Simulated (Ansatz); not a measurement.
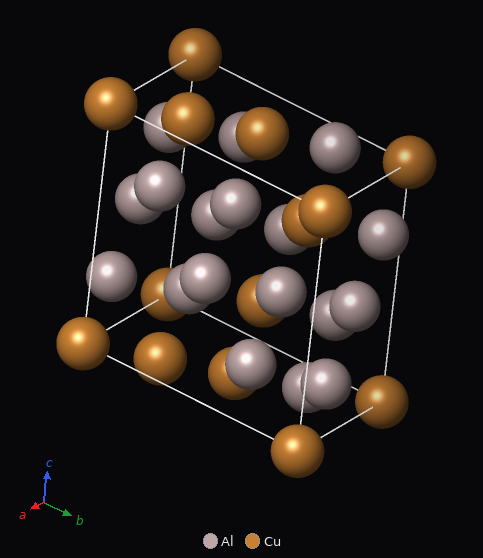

An orthographic spheres-only view of the structure, slightly off an axis. Lines trace the edges of the unit cell.

Al₁₁Cu₅, a = 6.72 Å, b = 6.72 Å, c = 6.74 Å, α = 109.08°, β = 109.09°, γ = 109.57°.

Computational set-up: DFT PBE, scalar-relativistic, plane waves, PAW in Ansatz, a 420 eV plane-wave basis, k-points about 0.19 Å⁻¹ apart, Gaussian smearing of 0.1 eV, no spin polarisation.

Question: How large a gap does the method give, if there is one?

Answer: A metal: bands cross the Fermi level.

Question: What is the computed pressure?

Answer: The computed pressure is -0.1 GPa, close to zero.

The model was built from a structure type filled with these elements by a generator (whether the compound takes this form wasn't checked). Earlier steps of the study may have refined or changed the cell and positions. It went into a calculation with Ansatz.
